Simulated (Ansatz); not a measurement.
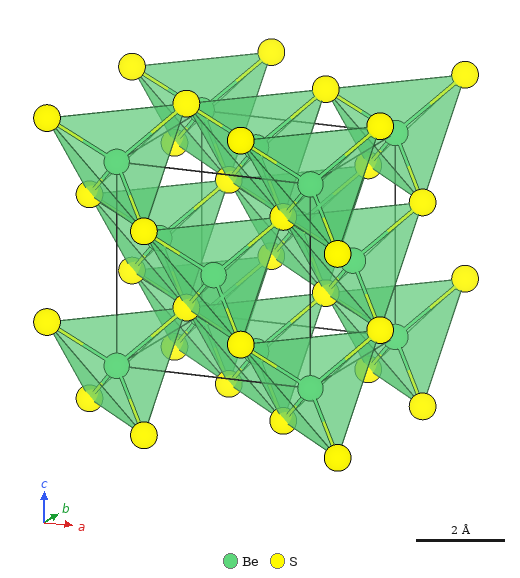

This is a symmetric starting cell of BeS (made from another compound by putting S in place of Se). A polyhedral model of the conventional cell (4 times the calculation's cell), seen slightly off an axis. Lengths and directions refer to the drawn axes.

Computed with Ansatz 0.2.0, DFT PBE, scalar-relativistic, plane waves, PAW. Settings: plane-wave cutoff 420 eV; k-point mesh 8 × 8 × 8; occupations gaussian; smearing width 0.02 eV; no spin polarisation.

Change: All lengths are scaled by +2.8 % (volume +8.7 %), the atoms keeping their fractional coordinates. No relaxation follows. The starting cell wasn't computed here and needn't be at equilibrium, so pressure and forces aren't due to the change alone.

> What is the effect?

The pressure is −5.9 GPa (not all of it need come from the change, since the unchanged cell can be under pressure at this level too). All forces vanish by symmetry. Among the bonded contacts that change: Be–S 2.104 → 2.163 Å. The space group stays F-43m (No. 216).

Drawn alike, the variant:

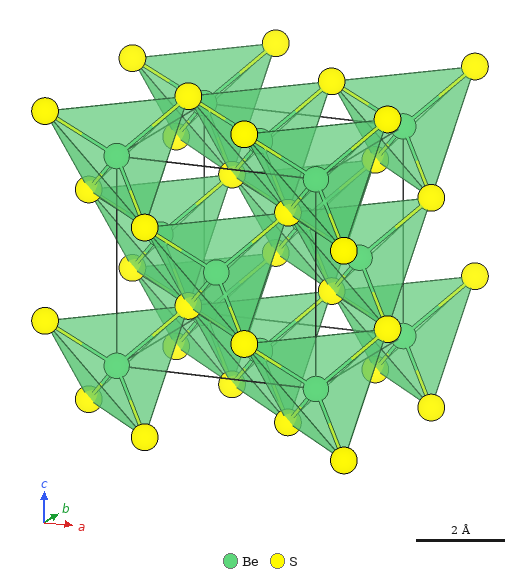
